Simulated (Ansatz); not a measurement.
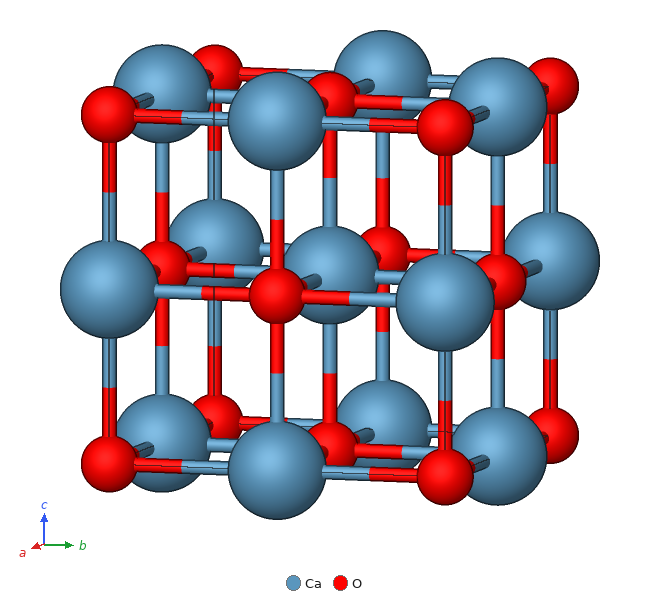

This ball-and-stick model is shown slightly off an axis. Lines trace the edges of the conventional unit cell. Cell: a = 4.79 Å, b = 4.79 Å, c = 4.79 Å, α = 90.00°, β = 90.00°, γ = 90.00°.

Source of the structure: a structure type known for this compound. Earlier steps of the study may have refined or changed the cell and positions. It was run through Ansatz as a DFT input.

### State composition, symmetry and coordination.

The compound is CaO. The atoms follow space group Fm-3m (No. 225); the Bravais lattice is face-centred cubic. Its structure type: rock salt (NaCl type). In the cell are 4 Ca, 4 O, which makes 4 formula units. Each Ca has six O in an octahedral arrangement at about 2.4 Å. O bonds to six Ca in an octahedral arrangement at about 2.4 Å. The bonds build a three-dimensional framework.

Setup: DFT r2SCAN, scalar-relativistic, plane waves, PAW in Ansatz 0.2.0; wavefunction cutoff 500 eV, k-points about 0.28 Å⁻¹ apart, Gaussian smearing of 0.05 eV, no spin polarisation.

### How large a gap does the method give, if there is one?

An insulator at this level, with a gap of 4.20 eV, indirect.

### How are the electrons shared out in a Bader analysis?

Ca +1.52 e; O -1.52 e.

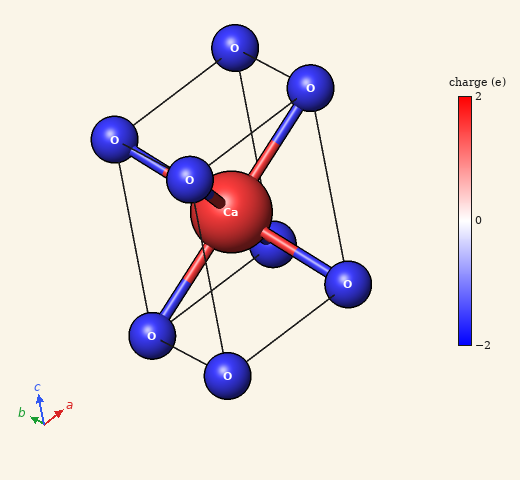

The atoms coloured by those charges. The run's cell of 2 atoms is drawn, so axes and origin can differ from the first picture.

### Has the structure come to rest?

Yes. All forces vanish to within 0.01 eV/Å. The pressure is 0.0 GPa, close to zero.
